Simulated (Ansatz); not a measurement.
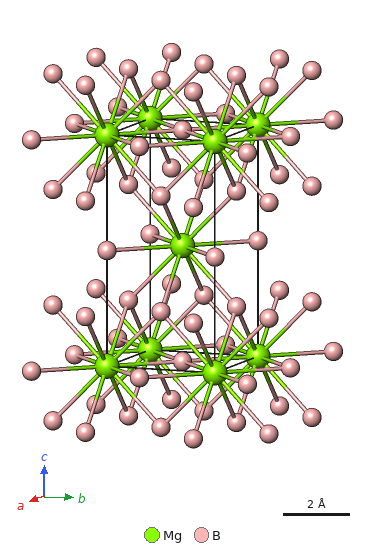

The starting point is a symmetric starting cell of MgB3 (made from another compound by putting B in place of Al). A ball-and-stick model of the conventional cell (2 times the calculation's cell), seen slightly off an axis. Lengths and directions refer to the drawn axes.

All numbers below come from DFT PBEsol, scalar-relativistic, plane waves, PAW (Ansatz 0.2.0). (plane-wave cutoff 420 eV; k-point mesh 18 × 18 × 18; occupations gaussian; smearing width 0.1 eV; no spin polarisation)

Now this is done to it. The cell is strained by +5.6 % along c and −3.4 % across it (volume −1.4 %), the atoms keeping their fractional coordinates. No relaxation follows. The starting cell wasn't computed here and needn't be at equilibrium, so pressure and forces aren't due to the change alone.

**Predict the response.**

The pressure is −21.4 GPa (not all of it need come from the change, since the unchanged cell can be under pressure at this level too). The principal stresses (compression positive) are −21.6 GPa along c and −21.4 GPa across it. All forces vanish by symmetry. Some distances before and after: B–Mg 2.517 → 2.425 to 2.551 Å. The space group stays I4/mmm (No. 139).

The changed structure in the same view:

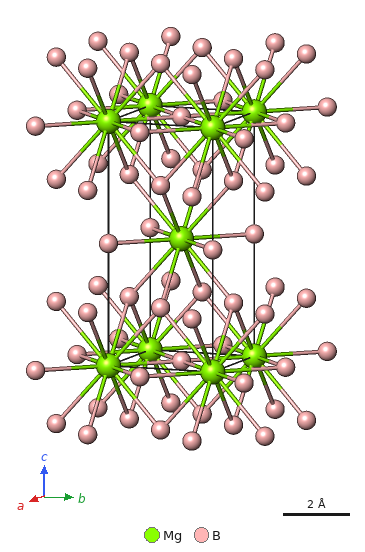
